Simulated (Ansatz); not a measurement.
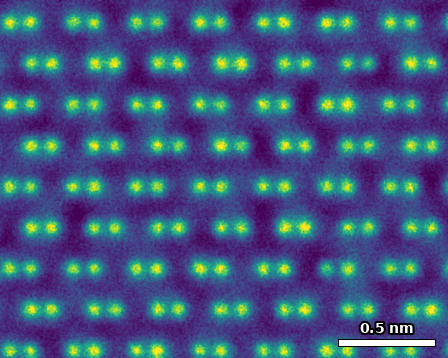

iDPC-like image of Ni (P6_3/mmc, No. 194). Simulated as the projected potential of neutral atoms (B = 0.8 Å²) blurred by a 0.50 Å probe, the thin-sample limit of integrated differential phase contrast. Shot noise and the speckle of an amorphous layer were added. Atomic positions: coordinates from a relaxation with DFT PBE, scalar-relativistic, plane waves, PAW in Ansatz; the starting structure was generated, so it need not be a known form of this composition.

```
Ni
1.0
     3.86188    0.00000    0.00000
    -1.93094    3.34449    0.00000
     0.00000    0.00000    4.33221
Ni
4
Direct
  0.00000 0.00000 0.25000
  0.00000 0.00000 0.75000
  0.33333 0.66667 0.75000
  0.66667 0.33333 0.25000
```

Q: Along which zone axis is the crystal seen: [100], [212], [201] or [211]? (Directions equivalent by symmetry count as one.)

A: [100]. The projected cells are 3.34 × 4.33 Å, 90° for [100]; 1.93 × 2.65 Å, 90° for [212]; 1.89 × 3.48 Å, 106° for [201]; 2.65 × 2.65 Å, 93° for [211], and the image repeats as the [100] one does.
